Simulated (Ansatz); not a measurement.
## A series of single points on CoSi

System: CoSi (8 atoms in the cell).
Method: DFT PBE, scalar-relativistic, plane waves, PAW, no spin polarisation (Ansatz 0.2.0).

The 5 runs differ only in the geometry, by a strain of the cell at fixed fractional positions. Against run 3, the strain is εxx = −0.93 η and εyy = η. The structure derives from an entry of the Crystallography Open Database.

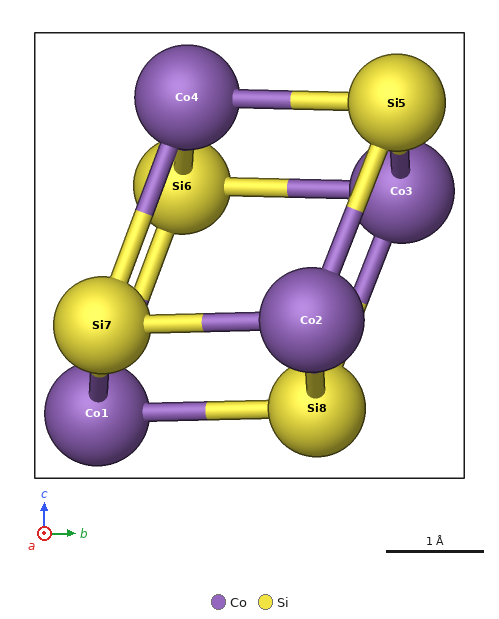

Figure 1. The structure of run 3 (ball-and-stick view of the cell of the calculation, set on other vectors, along the a axis; atoms are numbered from 1 in the order of the input).

### Input of run 3
```yaml
crystal:
  lattice:
    - [4.5970059001, 0.0, 0.0]
    - [0.0, 4.2646922205, 0.0]
    - [0.0, 0.0, 4.4308490603]
  atoms:
    - { symbol: Co, position: [0.1450189116, 0.1450189116, 0.1450189116] }
    - { symbol: Co, position: [0.3549810884, 0.8549810884, 0.6450189116] }
    - { symbol: Co, position: [0.6450189116, 0.3549810884, 0.8549810884] }
    - { symbol: Co, position: [0.8549810884, 0.6450189116, 0.3549810884] }
    - { symbol: Si, position: [0.8431597103, 0.8431597103, 0.8431597103] }
    - { symbol: Si, position: [0.6568402897, 0.1568402897, 0.3431597103] }
    - { symbol: Si, position: [0.3431597103, 0.6568402897, 0.1568402897] }
    - { symbol: Si, position: [0.1568402897, 0.3431597103, 0.6568402897] }
basis:
  ecutwfc: 420
kpoints:
  mp_grid: { grid: [10, 10, 10] }
hamiltonian:
  xc: pbe
scf:
  occupations: { method: gaussian, width: 0.15 }
output:
  forces: true
  stress: true
  eigenvalues: true
```

Command:
```bash
ansatz run input.yaml --threads 2 --pin off --max-ram 5120MiB --backend cpu --events-out ev --progress --plain --runs-dir out
```

Run 4 differs from it as follows:
```diff
-    - [4.5970059001, 0.0, 0.0]
-    - [0.0, 4.2646922205, 0.0]
+    - [4.0985353808, 0.0, 0.0]
+    - [0.0, 4.7631627398, 0.0]
```

### Results, with one run withheld

| run | strain parameter η (%) | free energy per atom, from the lowest run given (meV) | pressure (GPa) |
| --- | --- | --- | --- |
| 1 | −11.6883 | 337.29 | 20.26 |
| 2 | −7.7922 | 176.78 | 11.56 |
| 3 | 0.0000 | 0.00 | 1.31 |
| 4 | 11.6883 | ? | ? |
| 5 | 19.4805 | 416.22 | 24.62 |

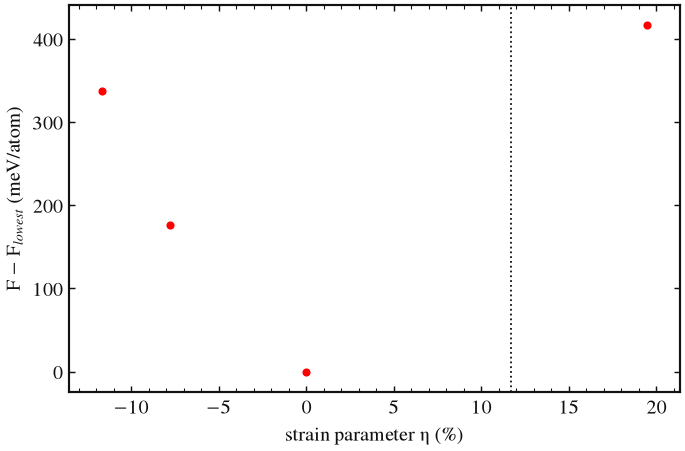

Figure 2. Free energy per atom of the runs given; the dotted line marks run 4.

Fit the runs given and predict run 4.

A quadratic polynomial in the coordinate, fitted to the 4 runs given, misses them by at most 0.54 meV per atom. With x = η − 0.0000, it reads F = 0.25074 − 10.032 x + 1.611 x² (meV per atom). At run 4 it gives 103.08 meV per atom, and the run itself gives 72.33. The fit has its minimum at η = 3.1136 %. So low a polynomial doesn't follow these energies more closely.

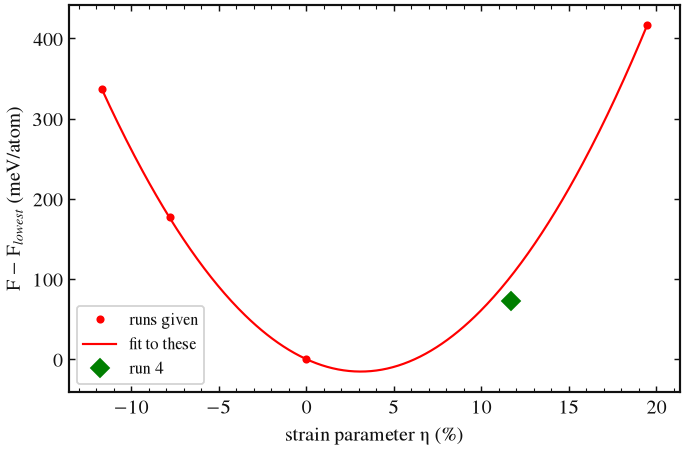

Figure 3. The fit and the withheld run.

### Output, shortened to warnings, some set-up lines, iterations and results (run 4)
```
Basis set: ecut = 420 eV, 1693 PW (Γ), exchange–correlation on 60×64×60 points (8 copies of the dense FFT grid, shifted against one another)
Symmetry: 4 space group operations
k-points: 216 of 1000 (time reversal used)
Initial density: superposition of atomic densities (neutral atoms: chi_scale 0, normalization atom), corrected by the library's trained network
[...]
SCF iter   1: F=—  HF=-23051.952702 eV  |F-HF|=—  |Δ(HF+E_count)|=         —  Δρ=7.35e-3  dr2=1.08e-2  ethr=1.77e-3  ⟨swp⟩=6.8  Hψ=42845  notcnv=0  defer=8
SCF iter   2: F=—  HF=-23051.949433 eV  |F-HF|=—  |Δ(HF+E_count)|=   3.27e-3  Δρ=3.53e-3  dr2=4.41e-3  ethr=1.29e-5  ⟨swp⟩=2.1  Hψ=17565  notcnv=0  defer=8
SCF iter   3: F=—  HF=-23051.948848 eV  |F-HF|=—  |Δ(HF+E_count)|=   5.85e-4  Δρ=9.57e-4  dr2=3.24e-4  ethr=5.25e-6  ⟨swp⟩=2.0  Hψ=13468  notcnv=0  defer=8
SCF iter   4: F=—  HF=-23051.948813 eV  |F-HF|=—  |Δ(HF+E_count)|=   3.44e-5  Δρ=2.99e-4  dr2=4.50e-5  ethr=3.86e-7  ⟨swp⟩=2.1  Hψ=14611  notcnv=0  defer=8
SCF iter   5: F=—  HF=-23051.949006 eV  |F-HF|=—  |Δ(HF+E_count)|=   1.93e-4  Δρ=7.51e-5  dr2=3.61e-6  ethr=5.35e-8  ⟨swp⟩=2.5  Hψ=18149  notcnv=0  defer=8
SCF iter   6: F=—  HF=-23051.949006 eV  |F-HF|=—  |Δ(HF+E_count)|=   7.65e-7  Δρ=1.26e-5  dr2=1.28e-7  ethr=4.30e-9  ⟨swp⟩=2.1  Hψ=14065  notcnv=0  defer=8
SCF iter   7: F=-23051.949005 eV  HF=-23051.949006 eV  |F-HF|=9.20e-8  |Δ(HF+E_count)|=   1.06e-9  Δρ=1.27e-5  dr2=9.51e-8  ethr=1.19e-10  ⟨swp⟩=8.8  Hψ=44726  notcnv=0
SCF 1 converged in 7 iterations: F = -23051.949005 eV  dr2 = 9.51e-8
SCF converged after 7 iterations
Free energy (F): -23051.949005 eV
Harris-Foulkes:  -23051.949006 eV  (|F-HF|=9.20e-8)
Internal energy: -23051.929436 eV  (E = F + TS)
E sigma→0 (E₀):  -23051.939221 eV
Entropy (-TS):   -0.019570 eV (-2.446 meV/atom)
Fermi energy:    16.796508 eV
--- Per-component energies (eV) ---
  E_band       = -941.428300
  E_kinetic    = 2015.047710
  E_local      = -14202.837663  (includes V_loc(G=0)·N_el)
  E_nonlocal   = 1922.608247
  E_hartree    = 6165.667753
  E_xc         = -870.998526
  E_vxc        = -1027.279427  (∫ρ·V_xc dr)
  E_paw        = -8119.713575  (= ΣΔE_a)
  E_vpaw       = -1980.348435  (= ΣTr[D̂ρ^β])
  E_aug_tail   = 0.000356  (compensation charges beyond the density's cutoff)
  E_ewald      = -9961.703737
  E_smearing   = -0.019570  (= −TS)
  E_closure    = -0.000000  (closes the sum)
  Σ components = -23051.949005   (vs F -23051.949005, Δ=0.00e0)
--- Forces (eV/Å), atoms counted from 1 ---
  atom   1  Co     0.16355181    -0.21226303    -0.12307802
  atom   2  Co    -0.16355181     0.21226303    -0.12307802
  atom   3  Co     0.16355181     0.21226303     0.12307802
  atom   4  Co    -0.16355181    -0.21226303     0.12307802
  atom   5  Si     0.23704022    -0.13158748     0.31473320
  atom   6  Si    -0.23704022     0.13158748     0.31473320
  atom   7  Si     0.23704022     0.13158748    -0.31473320
  atom   8  Si    -0.23704022    -0.13158748    -0.31473320
  max |Σ_I F_I| component: 5.55e-17 eV/Å
--- Stress (GPa, compression-positive) ---
       26.746516      -0.000000       0.000000
       -0.000000     -11.277009       0.000000
        0.000000       0.000000       1.674604
  P = ⅓ Tr σ = 5.7147 GPa (57.147 kbar)
```

Notes: The run has no spin polarisation, so a magnetic state may lie lower.
